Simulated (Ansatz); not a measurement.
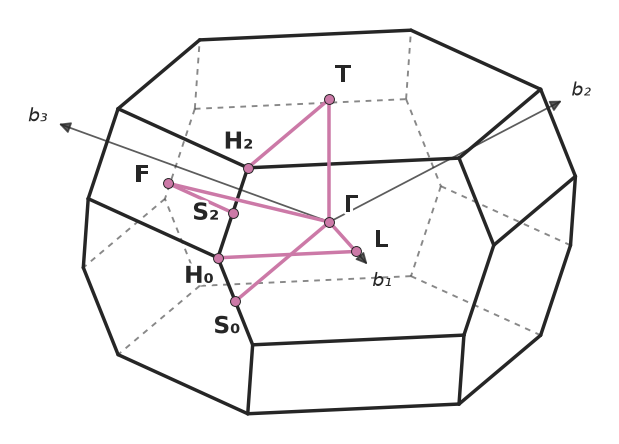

Crystal: NaHF2, a calculation's input that goes back to an entry of the Crystallography Open Database (an earlier step may have relaxed or displaced it). The figure shows the first Brillouin zone with its special points and a band path. Symmetry computed with spglib at a tolerance of 0.002 Å; standard conventional cell.

Labels and path follow the convention of Hinuma et al. (2017), as computed by seekpath; the arrows show the directions of the reciprocal primitive vectors b₁, b₂, b₃.

What lattice type do the shape and the labels point to?

A rhombohedral lattice (hR; extended symbol hR1). The zone is a truncated octahedron in its combinatorial type: 14 faces (6 with 4 edges, 8 with 6 edges), 36 edges, 24 vertices.

In which order does the conventional band path visit the special points?

Γ–T–H₂ | H₀–L–Γ–S₀ | S₂–F–Γ
